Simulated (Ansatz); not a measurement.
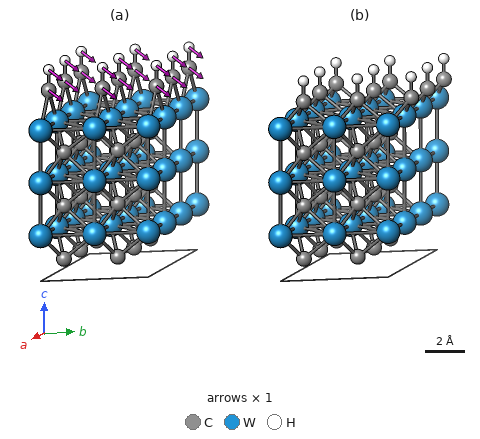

The structure of a slab of composition HW₃C₄ (cut from the P-6m2 phase) before (left) and after (right) a constrained relaxation, at one scale. The purple arrows give the displacements, at their true length.

A ball-and-stick model of the 3 × 2 repeat of the cell, outlined in the plane, without the vacuum, seen slightly off an axis.

Case: CH put at a bridge W-W site. The slab is the (0 0 1) face of WC with CH on it. 3 atoms are held fixed.

Theory: Ansatz 0.2.0, DFT PBEsol, scalar-relativistic, plane waves, PAW.

Input file:
```yaml
crystal:
  lattice:
    - [2.8984136668, 0.0, 0.0]
    - [-1.4492068334, 2.5100998662, 0.0]
    - [0.0, 0.0, 27.1690297583]
  atoms:
    - { symbol: C, position: [0.6666666667, 0.3333333333, 0.3128562218] }
    - { symbol: W, position: [0.0, 0.0, 0.3648936322] }
    - { symbol: C, position: [0.6666666667, 0.3333333333, 0.4169310426] }
    - { symbol: W, position: [0.0, 0.0, 0.4687541669] }
    - { symbol: C, position: [0.6666666667, 0.3333333333, 0.5218773241] }
    - { symbol: W, position: [0.0, 0.0, 0.5716141253] }
    - { symbol: C, position: [0.5, 1.0, 0.6415466925] }
    - { symbol: H, position: [0.5, 1.0, 0.6820339683] }
basis:
  ecutwfc: 420
kpoints:
  mp_grid: { grid: [12, 12, 1] }
hamiltonian:
  xc: pbesol
scf:
  occupations: { method: gaussian, width: 0.1 }
output:
  forces: true
  eigenvalues: true
relax:
  adjacent_minimum: "off"
  f_tol: 0.03
  max_steps: 70
  constraints: [{ sites: [0, 1, 2] }]
efield:
  axis: 3
  dipole_correction: true
```

**Describe what moved and what it gained.**

The largest moves, 0.99 Å, are those of C7 and H8. C7 goes at 56° to the normal (−c side). Largest moves by element: C 0.99 Å, H 0.99 Å, W 0.09 Å. The cell stays as it was. Among the contacts that change: W6–C7 3.148 → 2.093 Å, W6–C7 (another image) 2.390 → 2.089 Å, C5–W6 2.151 → 2.235 Å, W4–W6 2.795 → 2.857 Å. New bonds form: W6–C7 (3.15 → 2.09 Å). Among the angles between lasting bonds that change: W6–C7–H8 142.7° → 126.6°, W6–C7–W6 74.7° → 87.9°, W6–C5–W6 84.7° → 80.9°. The energy falls by 2.043 eV per cell of the calculation in 8 accepted moves (9 points after the start). The largest force component goes from 5.2 to 0.028 eV/Å. The line search rejected the trial step at point 8 of the run.

Limits of the set-up: the periodic images lie only 2.9 Å apart, so the values are limited by the cell's size.
